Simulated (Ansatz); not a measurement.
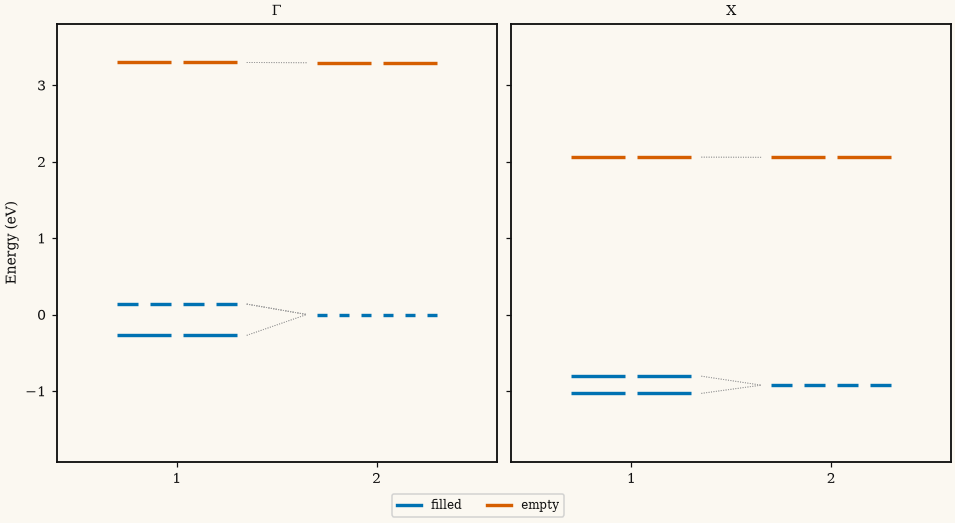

Levels at Γ and X, each bar one state with spin counted. Zero is the valence top without spin-orbit coupling, and the two sets are aligned on the mean of the six top valence states at Γ.

System: rocksalt CaSe, space group Fm-3m (No. 225), 2 atoms in the primitive cell, relaxed with r2SCAN; cubic a = 5.935 Å. Run without spin-orbit coupling: PBE, Ansatz PAW set, 8×8×8 k mesh, 420 eV cutoff, Fermi-Dirac smearing of 0.02 eV (Ansatz). Run with it: PBE, Ansatz PAW set, 8×8×8 k mesh, 420 eV cutoff, fixed occupations (Ansatz 0.2.0). Neither carries moments.

Which column includes spin-orbit coupling?

Column 1: it splits levels that are degenerate in column 2.

How does spin-orbit coupling split the valence top at Γ?

The threefold valence top at Γ (six states with spin) splits into a fourfold level on top and a twofold one 0.41 eV below it, the split-off level.

What happens to the direct gaps?

The vertical gap goes from 3.29 to 3.16 eV at Γ and from 2.98 to 2.87 eV at X. A third of the splitting is 0.14 eV, which accounts for the change at Γ: the fourfold level rises by about that much.

And the smallest gap over all k points computed?

It narrows from 2.06 eV (valence top at Γ, conduction bottom at X) to 1.92 eV.

LDA, GGA and most meta-GGA functionals understate gaps.
